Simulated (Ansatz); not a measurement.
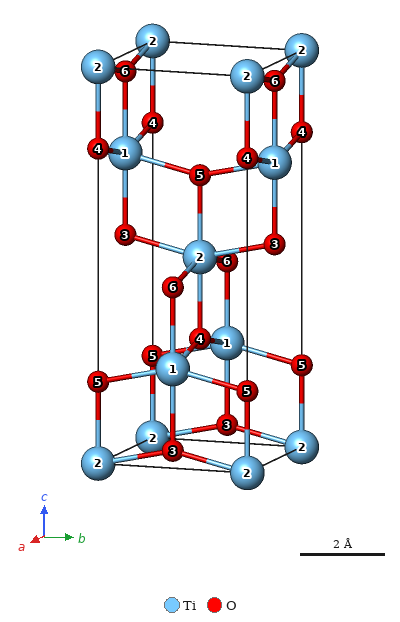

**Figure 1.** The structure (ball-and-stick view of the cell 2 times as large as that of the calculation, set on its symmetry axes, seen slightly off an axis; atoms are numbered from 1 in the order of the input). Near neighbours in the crystal (not all of them lie inside the picture): Ti has 6 O at 1.95 to 1.99 Å; O has 3 Ti at 1.95 to 1.99 Å.

## TiO2: band-structure calculation

TiO2 (I4₁/amd, 6 atoms in the cell), computed with DFT, PBE, plane waves, PAW, no spin polarisation (Ansatz 0.2.0).

The structure was built on a prototype by a generator. The geometry comes from this level: r2SCAN (a point of a series of strains). It belongs to a series of runs on one base structure; here: hydrostatic strain +1.0%. Figures and captions count atoms from 1; the log counts them from 0 in places.

### The input
```yaml
crystal:
  lattice:
    - [-1.9077877987, 1.9077877987, 4.8396326517]
    - [1.9077877987, -1.9077877987, 4.8396326517]
    - [1.9077877987, 1.9077877987, -4.8396326517]
  atoms:
    - { symbol: Ti, position: [0.75, 0.25, 0.5] }
    - { symbol: Ti, position: [0.0, 0.0, 0.0] }
    - { symbol: O, position: [0.5439105238, 0.0439105238, 0.5] }
    - { symbol: O, position: [0.7939105238, 0.7939105238, 0.0] }
    - { symbol: O, position: [0.2060894762, 0.2060894762, 0.0] }
    - { symbol: O, position: [0.9560894762, 0.4560894762, 0.5] }
kpoints:
  mp_grid: { grid: [10, 10, 10] }
  band_path:
    path:
      - [0.0, 0.0, 0.0]
      - [0.0, 0.0, 0.5]
      - [0.25, 0.25, 0.25]
      - [0.0, 0.5, 0.0]
      - [0.5, 0.5, -0.5]
      - [0.2888485976, 0.7111514024, -0.2888485976]
      - [-0.2888485976, 0.2888485976, 0.2888485976]
      - [-0.0776971953, 0.0776971953, 0.5]
      - [0.5, 0.5, -0.0776971953]
      - [0.3, 0.3, -0.3]
      - [0.0, 0.0, 0.432292]
    npoints: 1
hamiltonian:
  xc: pbe
scf:
  occupations: { method: fermi_dirac, width: 0.02 }
  n_extra_bands: 5
output:
  forces: true
  stress: true
  eigenvalues: true
  write_density: true
  write_potential: true
  elf: true
  volumetric_format: npy
```

Run on 2 threads of AMD EPYC (Zen 3), 144 GiB of memory available, shared host.

Launch command:
```bash
ansatz run input.yaml --threads 2 --pin off --max-ram 20275MiB --backend cpu --events-out ev --progress --plain --runs-dir out
```

### Output
```
scf.n_extra_bands = 5 over 24 filled bands (N_el = 48.0): the run solves 29 bands
Engine: ansatz 0.2.0, x86_64-unknown-linux-gnu
Pseudopotentials: kind: paw
Pseudopotential: Ti, paw, valence charge 12, recommended cutoff 420 eV (normal), Ti.paw.azcp
Pseudopotential: O, paw, valence charge 6, recommended cutoff 420 eV (normal), O.paw.azcp
Functional definition: PBE
  parameter kappa = 0.804
  parameter beta = 0.06672455060314922
  exchange = pbe_x(kappa = kappa, mu = beta*pi^2/3)
  correlation = pbe_c(beta = beta)
Crystal: 6 atoms, lattice volume = 70.458 Å³
Basis set: ecut = 420 eV, 1381 PW (Γ), exchange–correlation on 80×80×80 points (8 copies of the dense FFT grid, shifted against one another)
Bands: 29, of which v1, the nominal top of the filled ones, is band 24 counted from 1 (23 counted from 0)
Symmetry: 16 space group operations
Space group: I41/amd (ITA 141), of the structure as read, at distance tolerance 4.1e-5 Å
k-points: 102 of 1000
Non-local potential: Ti, projectors of the file, l = 0: 3, l = 1: 2, l = 2: 3, l = 3: 1
Non-local potential: O, projectors of the file, l = 0: 2, l = 1: 2, l = 2: 1
PAW form: soft (Blöchl's): semilocal exchange-correlation on the pseudo side does not see the compensation charge
PAW one-centre angular grid: Ti, 590 points (default); XC on 64 Gauss nodes
PAW one-centre angular grid: O, 110 points (default); XC on 64 Gauss nodes
Initial density: superposition of atomic densities (neutral atoms: chi_scale 0, normalization atom), corrected by the library's trained network
Initial wavefunctions: pseudopotential atomic-orbital guess
Functional: x = pbe(κ = 0.804, μ = 0.2195149727645171), c = pbe(β = 0.06672455060314922)
SCF iter   1: F=—  HF=-7277.493923 eV  |F-HF|=—  |Δ(HF+E_count)|=         —  Δρ=3.21e-3  dr2=2.11e-3  ethr=1.77e-3  ⟨swp⟩=5.2  Hψ=12322  notcnv=0
preconditioner: auto → Resta (q_TF=auto, 2.559 Å⁻¹)  ε∞=8.2  [insulator: Δε(μ)=2.130 eV  Ē_g=9.325 eV  σ=0.020 eV  W_gap=1.00  n_scr=22 (ndim 8)  ℏωp=25.0 eV  f_vac=0.108  D(μ)=0.00/eV (n_scr^D=0)  ε∞_Penn≈8.2]
SCF iter   2: F=—  HF=-7277.495321 eV  |F-HF|=—  |Δ(HF+E_count)|=   1.40e-3  Δρ=1.72e-3  dr2=6.33e-4  ethr=4.39e-6  ⟨swp⟩=2.1  Hψ=5376  notcnv=0  defer=102
SCF iter   3: F=—  HF=-7277.496033 eV  |F-HF|=—  |Δ(HF+E_count)|=   7.12e-4  Δρ=9.06e-4  dr2=4.67e-4  ethr=1.32e-6  ⟨swp⟩=2.0  Hψ=4488  notcnv=0  defer=102
SCF iter   4: F=—  HF=-7277.496054 eV  |F-HF|=—  |Δ(HF+E_count)|=   2.10e-5  Δρ=1.59e-4  dr2=1.30e-5  ethr=9.73e-7  ⟨swp⟩=2.0  Hψ=3916  notcnv=0  defer=102
SCF iter   5: F=—  HF=-7277.495973 eV  |F-HF|=—  |Δ(HF+E_count)|=   8.13e-5  Δρ=5.25e-5  dr2=1.39e-6  ethr=2.70e-8  ⟨swp⟩=2.1  Hψ=4429  notcnv=0  defer=102
SCF iter   6: F=—  HF=-7277.495974 eV  |F-HF|=—  |Δ(HF+E_count)|=   1.28e-6  Δρ=1.62e-5  dr2=1.17e-7  ethr=2.90e-9  ⟨swp⟩=2.0  Hψ=4233  notcnv=0  defer=102
SCF iter   7: F=-7277.495974 eV  HF=-7277.495974 eV  |F-HF|=9.79e-9  |Δ(HF+E_count)|=   2.92e-7  Δρ=3.61e-6  dr2=5.26e-9  ethr=2.08e-10  ⟨swp⟩=11.3  Hψ=19240  notcnv=0
SCF 1 converged in 7 iterations: F = -7277.495974 eV  dr2 = 5.26e-9
  greatest PAW one-centre occupation: 0.999 electrons in one spin orbital (limit 2), on the Ti atom at site 1 (counted from 0), in its partial waves of l = 0
NSCF: frozen V_eff on 11 k-points
SCF converged after 7 iterations
Free energy (F): -7277.495974 eV
Harris-Foulkes:  -7277.495974 eV  (|F-HF|=9.79e-9)
Internal energy: -7277.495974 eV  (E = F + TS)
E sigma→0 (E₀):  -7277.495974 eV
Fermi energy:    7.939360 eV
--- Per-component energies (eV) ---
  E_band       = -475.480754
  E_kinetic    = 1244.027923
  E_local      = -3632.490661  (includes V_loc(G=0)·N_el)
  E_nonlocal   = 196.315383
  E_hartree    = 1407.375371
  E_xc         = -491.905990
  E_vxc        = -622.854412  (∫ρ·V_xc dr)
  E_paw        = -2721.589006  (= ΣΔE_a)
  E_vpaw       = -475.238745  (= ΣTr[D̂ρ^β])
  E_aug_tail   = 0.010224  (compensation charges beyond the density's cutoff)
  E_ewald      = -3279.239218
  E_smearing   = -0.000000  (= −TS)
  E_closure    = 0.000000  (closes the sum)
  Σ components = -7277.495974   (vs F -7277.495974, Δ=0.00e0)
--- Forces (eV/Å), atoms counted from 1 ---
  atom   1  Ti     0.00000000     0.00000000     0.00000000
  atom   2  Ti    -0.00000000     0.00000000     0.00000000
  atom   3  O     -0.00000000     0.00000000    -0.08951706
  atom   4  O      0.00000000    -0.00000000    -0.08951706
  atom   5  O      0.00000000     0.00000000     0.08951706
  atom   6  O      0.00000000    -0.00000000     0.08951706
  max |Σ_I F_I| component: 1.39e-17 eV/Å
--- Stress (GPa, compression-positive) ---
       -1.718134       0.000000       0.000000
        0.000000      -1.718134      -0.000000
        0.000000      -0.000000       0.137984
  P = ⅓ Tr σ = -1.0994 GPa (-10.994 kbar)
--- Band table (eV; the first three rows and the last of 102) ---
  k-point 0: bands = ["-49.5411", "-49.4896", "-25.9778", "-25.7611", "-25.7611", "-25.6988", "-25.6988", "-25.6262", "-10.6514", "-9.6271", "-9.5571", "-9.1715", "3.0119", "3.0895", "3.0895", "3.5608", "4.8895", "4.8895", "4.8954", "6.1146", "6.1146", "6.1154", "6.4686", "6.4686", "8.9878", "9.6626", "10.8410", "10.8410", "10.8431"]
  k-point 1: bands = ["-49.5395", "-49.4906", "-25.9766", "-25.7774", "-25.7664", "-25.7077", "-25.6989", "-25.6230", "-10.5616", "-9.5753", "-9.5200", "-9.1496", "2.8969", "2.9872", "3.0012", "3.5736", "4.7039", "4.9812", "5.0041", "5.8924", "5.9117", "6.0163", "6.1598", "6.5791", "9.3884", "9.7227", "10.4218", "10.6256", "10.6835"]
  k-point 2: bands = ["-49.5349", "-49.4933", "-25.9732", "-25.8165", "-25.7798", "-25.7310", "-25.6974", "-25.6203", "-10.3137", "-9.4456", "-9.4182", "-9.0946", "2.5403", "2.7643", "2.9639", "3.6658", "4.3150", "4.8019", "5.0048", "5.2361", "5.3314", "5.7579", "6.3032", "6.6758", "9.7608", "9.9824", "10.1204", "10.4560", "10.4972"]
  k-point 101: bands = ["-49.5154", "-49.5154", "-25.8048", "-25.8048", "-25.7814", "-25.7814", "-25.6782", "-25.6782", "-10.1031", "-10.1031", "-9.4232", "-9.4232", "3.1674", "3.1674", "3.2772", "3.2772", "4.9118", "4.9118", "5.5617", "5.5617", "5.6700", "5.6700", "6.7857", "6.7857", "9.3142", "9.3142", "10.5603", "10.5603", "11.1374"]
```

### File bands.tsv
```
# k_distance	band_0	band_1	band_2	band_3	band_4	band_5	band_6	band_7	band_8	band_9	band_10	band_11	band_12	band_13	band_14	band_15	band_16	band_17	band_18	band_19	band_20	band_21	band_22	band_23	band_24	band_25	band_26	band_27	band_28
# fermi_ev = 7.939360
# lock_threshold_ev = 1e-6
# [0, 0, 0] at k_distance = 0.000000
# [0, 0, 0.5] at k_distance = 1.164407
# [0.25, 0.25, 0.25] at k_distance = 1.488976
# [0, 0.5, 0] at k_distance = 2.312336
# [0.5, 0.5, -0.5] at k_distance = 3.197360
# [0.2888485976, 0.7111514024, -0.2888485976] at k_distance = 3.892775
# [-0.2888485976, 0.2888485976, 0.2888485976] at k_distance = 4.590529
# [-0.0776971953, 0.0776971953, 0.5] at k_distance = 5.285944
# [0.5, 0.5, -0.0776971953] at k_distance = 5.983698
# [0.3, 0.3, -0.3] at k_distance = 7.000863
# [0, 0, 0.432292] at k_distance = 8.080306
# levels_relative_to = fermi_ev
# free_energy_ev = -7277.495974
# largest_residual_norms_ev = 5.196e-4 6.296e-4 9.166e-4 9.946e-4 9.719e-4 9.517e-4 8.793e-4 9.400e-4 7.130e-4 5.577e-4 6.055e-4 9.679e-4 1.285e-3 1.289e-3 1.019e-3 1.233e-3 9.020e-4 1.128e-3 8.718e-4 1.094e-3 9.208e-4 1.114e-3 7.058e-4 6.737e-4 9.542e-4 1.269e-3 9.441e-4 1.350e-3 1.862e-3
0.000000	-57.480424	-57.429009	-33.917189	-33.700472	-33.700472	-33.638134	-33.638134	-33.565530	-18.590797	-17.566505	-17.496437	-17.110841	-4.927492	-4.849811	-4.849811	-4.378609	-3.049903	-3.049903	-3.043930	-1.824797	-1.824797	-1.823952	-1.470753	-1.470753	1.048434	1.723206	2.901624	2.901624	2.903780
1.164407	-57.451181	-57.451181	-33.876687	-33.876687	-33.741705	-33.741705	-33.596646	-33.596646	-17.299222	-17.299222	-16.981232	-16.981232	-5.347076	-5.347076	-5.120313	-5.120313	-4.673198	-4.673198	-3.609719	-3.609719	-2.999268	-2.999268	-1.123572	-1.123572	2.151819	2.151819	2.615536	2.615536	3.671419
1.488976	-57.451179	-57.451179	-33.876704	-33.876704	-33.741662	-33.741662	-33.596668	-33.596668	-17.299108	-17.299108	-16.981381	-16.981381	-5.220763	-5.220763	-5.197848	-5.197848	-4.687075	-4.687075	-3.909293	-3.909293	-2.564278	-2.564278	-1.322022	-1.322022	2.362238	2.362238	2.426444	2.426444	3.666469
2.312336	-57.465791	-57.440132	-33.888373	-33.815504	-33.707693	-33.670548	-33.625129	-33.589837	-18.069920	-17.355392	-17.170113	-17.095157	-5.372145	-5.158936	-4.736927	-4.644951	-4.330938	-3.119867	-3.017856	-2.964115	-2.919657	-1.927004	-1.881102	-1.685768	2.101184	2.396977	2.438063	2.457887	3.117434
3.197360	-57.454783	-57.454783	-33.744184	-33.744184	-33.720760	-33.720760	-33.617578	-33.617578	-18.042420	-18.042420	-17.362600	-17.362600	-4.771971	-4.771971	-4.662205	-4.662205	-3.027576	-3.027576	-2.377635	-2.377635	-2.269373	-2.269373	-1.153641	-1.153641	1.374868	1.374868	2.620983	2.620983	3.198004
3.892775	-57.462797	-57.443349	-33.879208	-33.797564	-33.710316	-33.686698	-33.622809	-33.593300	-18.032818	-17.346764	-17.287378	-17.096698	-5.589827	-4.728280	-4.720844	-4.699344	-3.913844	-3.893664	-3.173054	-2.834114	-2.207189	-1.951023	-1.883153	-1.857587	2.103848	2.334286	2.408791	2.418124	3.078146
4.590529	-57.462797	-57.443349	-33.879208	-33.797564	-33.710316	-33.686698	-33.622809	-33.593300	-18.032818	-17.346764	-17.287378	-17.096698	-5.589827	-4.728280	-4.720844	-4.699344	-3.913844	-3.893664	-3.173054	-2.834114	-2.207189	-1.951023	-1.883153	-1.857587	2.103848	2.334286	2.408791	2.418124	3.078146
5.285944	-57.451390	-57.451390	-33.871275	-33.871275	-33.738071	-33.738071	-33.598076	-33.598076	-17.343778	-17.343778	-17.006253	-17.006253	-5.515832	-5.515832	-4.836427	-4.836427	-4.537214	-4.537214	-3.717672	-3.717672	-2.848039	-2.848039	-1.157084	-1.157084	2.128394	2.128394	2.566082	2.566082	3.570247
5.983698	-57.451390	-57.451390	-33.871275	-33.871275	-33.738071	-33.738071	-33.598076	-33.598076	-17.343778	-17.343778	-17.006253	-17.006253	-5.515832	-5.515832	-4.836427	-4.836427	-4.537214	-4.537214	-3.717672	-3.717672	-2.848039	-2.848039	-1.157084	-1.157084	2.128394	2.128394	2.566082	2.566082	3.570247
7.000863	-57.469869	-57.439649	-33.846512	-33.714792	-33.714792	-33.639888	-33.623627	-33.623627	-18.363213	-17.730732	-17.476727	-17.223556	-4.799516	-4.799516	-4.729823	-4.627555	-3.036333	-3.036333	-2.556253	-2.206166	-2.151187	-2.151187	-1.224468	-1.224468	1.180549	1.576743	2.665584	2.665584	3.147624
8.080306	-57.456757	-57.445917	-33.891287	-33.856425	-33.744579	-33.732552	-33.609716	-33.583684	-17.460230	-17.211519	-17.041583	-16.950984	-5.553624	-5.315493	-5.184695	-4.801645	-4.534961	-4.509672	-3.764719	-3.406590	-3.383918	-2.551392	-1.282589	-1.068413	2.040453	2.242020	2.467453	2.671216	3.550599
```

### File v_z.tsv
```
# z_ang	v_es[eV]	v_tot[eV]
# format = ansatz-planar-average/11
# xc	pbe
# density_cutoff_ev	1680
# datasets	Ti=:simpson_from_first_knot:soft	O=:simpson_from_first_knot:soft
# lattice	-1.907787799	1.907787799	4.839632652
# lattice	1.907787799	-1.907787799	4.839632652
# lattice	1.907787799	1.907787799	-4.839632652
# sites	6
# site	22	0.000000000	1.907787799	2.419816326
# site	22	0.000000000	0.000000000	0.000000000
# site	8	-0.000000000	1.907787799	0.425021609
# site	8	0.000000000	0.000000000	7.684470587
# site	8	0.000000000	0.000000000	1.994794716
# site	8	0.000000000	1.907787799	4.414611042
0.000000	2.638487e0	-7.955845e0
0.138522	2.715680e0	-7.868301e0
0.277044	2.943133e0	-7.608395e0
0.415566	3.305064e0	-7.189800e0
0.554088	3.773355e0	-6.641609e0
0.692610	4.307000e0	-6.010218e0
0.831132	4.865185e0	-5.344734e0
0.969654	5.426336e0	-4.676754e0
1.108176	5.983639e0	-4.025668e0
1.246698	6.443028e0	-3.500694e0
1.385220	6.625576e0	-3.294406e0
1.523742	6.443028e0	-3.500694e0
1.662264	5.983639e0	-4.025668e0
1.800786	5.426336e0	-4.676754e0
1.939308	4.865185e0	-5.344734e0
2.077830	4.307000e0	-6.010218e0
2.216352	3.773355e0	-6.641609e0
2.354874	3.305064e0	-7.189800e0
2.493396	2.943133e0	-7.608395e0
2.631918	2.715680e0	-7.868301e0
2.770440	2.638487e0	-7.955845e0
2.908962	2.715680e0	-7.868301e0
3.047484	2.943133e0	-7.608395e0
3.186006	3.305064e0	-7.189800e0
3.324528	3.773355e0	-6.641609e0
3.463050	4.307000e0	-6.010218e0
3.601572	4.865185e0	-5.344734e0
3.740094	5.426336e0	-4.676754e0
3.878616	5.983639e0	-4.025668e0
4.017138	6.443028e0	-3.500694e0
4.155660	6.625576e0	-3.294406e0
4.294182	6.443028e0	-3.500694e0
4.432704	5.983639e0	-4.025668e0
4.571226	5.426336e0	-4.676754e0
4.709748	4.865185e0	-5.344734e0
4.848270	4.307000e0	-6.010218e0
4.986792	3.773355e0	-6.641609e0
5.125314	3.305064e0	-7.189800e0
5.263836	2.943133e0	-7.608395e0
5.402358	2.715680e0	-7.868301e0
```

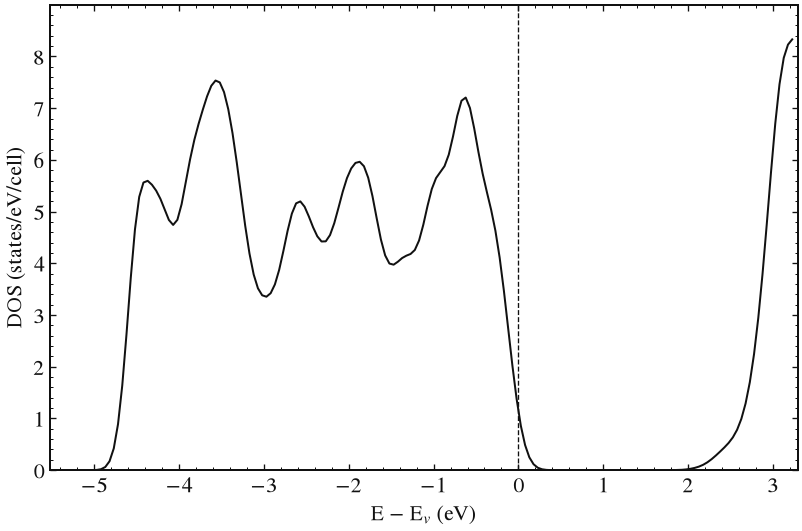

**Figure 2.** Density of states (the curve is built from the levels of the k mesh with Gaussians 0.3 eV wide, which also blur the band edges), with energies from the valence-band top. There is a gap of 2.13 eV on the k-point mesh. The curves stop near 2.2 eV above the Fermi level, where the computed bands end. Small ripples come from the finite k-point mesh.

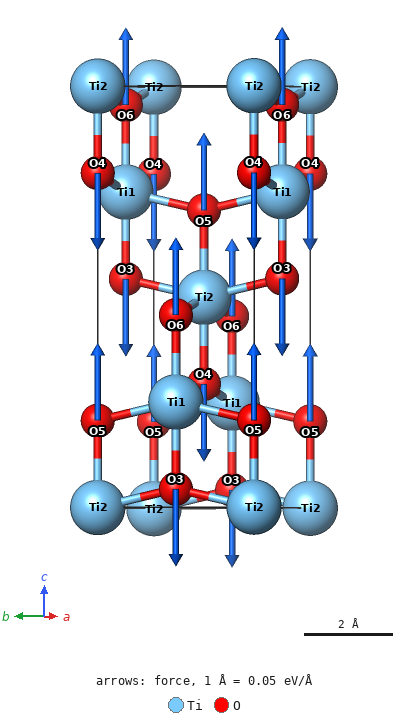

**Figure 3.** Forces on the atoms as blue arrows (ball-and-stick view of the cell 2 times as large as that of the calculation, set on its symmetry axes, seen at an oblique angle; atoms are numbered from 1 in the order of the input). The largest act on all 4 O atoms (0.09 eV/Å). The geometry is not a stationary point of this energy.

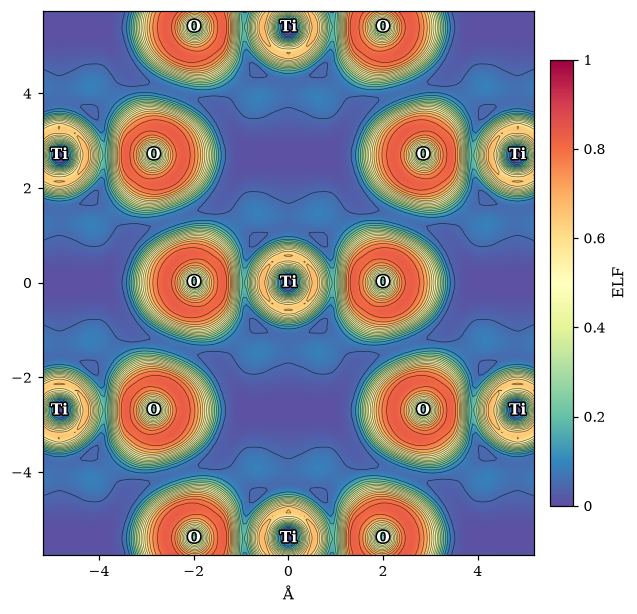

**Figure 4.** Electron localisation function on the (110) plane of the conventional cell. Ti–O (1.99 Å): the ELF is about 0.20 at the midpoint. The strong features right at Ti lie inside the PAW spheres (semicore, d or f shells) and say nothing about bonding. In a PAW calculation such maps are meaningful between the atoms, not at the nuclei.

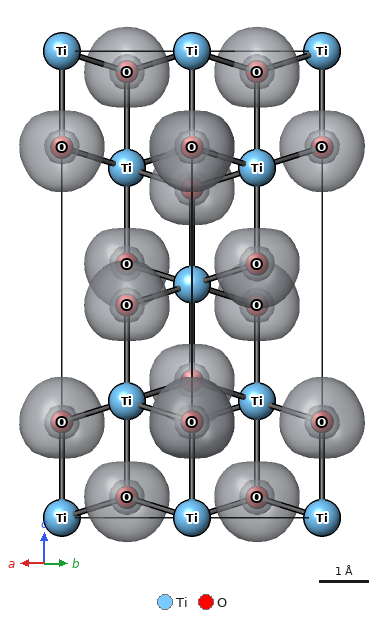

**Figure 5.** Isosurface of the ELF at 0.7 (grey), seen along [110]. Only the valence region is drawn (cores and ρ < 0.01 e/Å³ removed). Sticks mark near contacts. The outline is the cell set on symmetry axes. Values along the shortest contacts: Ti–O (1.95 Å): the ELF is about 0.20 at the midpoint. Ti–O (1.99 Å): the ELF is about 0.20 at the midpoint.

### Results in brief

- outcome: converged
- space group (tolerance 0.01 Å): I4₁/amd (141)
- electrons treated: 48
- free energy: −7277.4960 eV
- Fermi energy: 7.939 eV
- gap on the k-point mesh: 2.13 eV
- pressure: −1.10 GPa
- largest force (length of the vector): 0.090 eV/Å
- wall time: 5.7 s (CPU time 11 s)
- peak memory: 0.68 GiB
